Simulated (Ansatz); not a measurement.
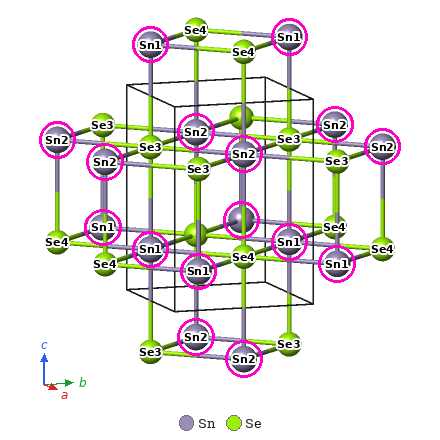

The system is SnSe (Fm-3m, No. 225; 4 atoms in the cell); the picture shows the reference structure. The energy is mapped over a free internal coordinate and the cell. The first coordinate is: shift of Sn1 along [0 0 1] of the conventional cell, Cartesian (0 0 1), its symmetry partners moved as symmetry demands (measured in the relaxed cell); the second: c/a of the conventional cell at fixed volume. Nothing is relaxed (all other coordinates fixed). The scan uses a 5 × 5 grid. Points are written as (first, second). Energies are in meV/atom, from the lowest grid point. The band gap closes in part of the range. Theory: DFT PBE+D3(BJ), scalar-relativistic, plane waves, PAW in Ansatz. Settings: cutoff 420 eV, k-mesh 8×8×6 in the order of the run's cell vectors, gaussian smearing 0.03 eV, no spin polarisation.

Its coordinates:

```yaml
crystal:
  lattice:
    - [4.22201, 0.00000, 0.00000]
    - [0.00000, 4.22201, 0.00000]
    - [0.00000, 0.00000, 5.97110]
  atoms:
    - { symbol: Sn, position: [0.50000, 0.00000, 0.25009] }
    - { symbol: Sn, position: [0.00000, 0.50000, 0.74991] }
    - { symbol: Se, position: [0.50000, 0.00000, 0.74994] }
    - { symbol: Se, position: [0.00000, 0.50000, 0.25006] }
```

Range: shift of Sn1 along [0 0 1] of the conventional cell, Cartesian (0 0 1), its symmetry partners moved as symmetry demands (measured in the relaxed cell) from −0.36 to 0.36 Å; c/a of the conventional cell at fixed volume from 1.230 to 1.598.

### What landscape does the calculation give?

The lowest grid point is at (0.00 Å, 1.414). No other kind of well shows on this grid. The highest grid point, (0.36 Å, 1.230), lies 368 meV/atom above the lowest. Round the minimum the two coordinates are nearly uncoupled.

| second ↓, first → | −0.36 | −0.18 | 0.00 | 0.18 | 0.36 |
| --- | --- | --- | --- | --- | --- |
| 1.598 | 121 | 98 | 95 | 98 | 122 |
| 1.506 | 77 | 35 | 28 | 36 | 78 |
| 1.414 | 83 | 15 | 0 | 15 | 83 |
| 1.322 | 166 | 62 | 37 | 63 | 167 |
| 1.230 | 365 | 210 | 170 | 211 | 368 |

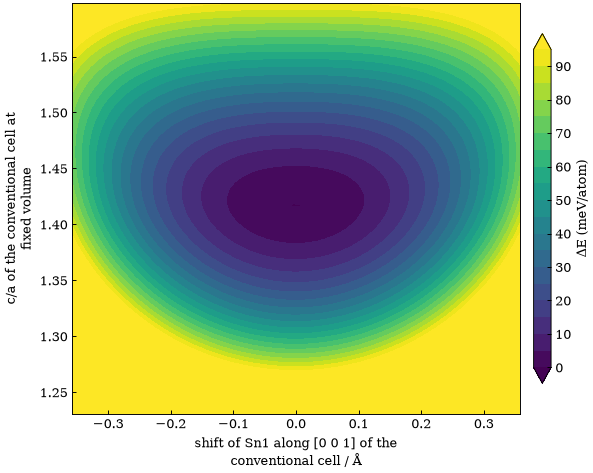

In the figure: filled contours, one colour for all values above the top of the scale. Between grid points the surface is interpolated.

Each point was launched as `ansatz run input.yaml --threads 1 --pin off --max-ram 2048MiB --backend cpu --events-out ev --progress --plain --runs-dir out`. Time for the 25 points that were run: 6.1 min on 1 thread of Arm Neoverse V1, with other jobs on the host.
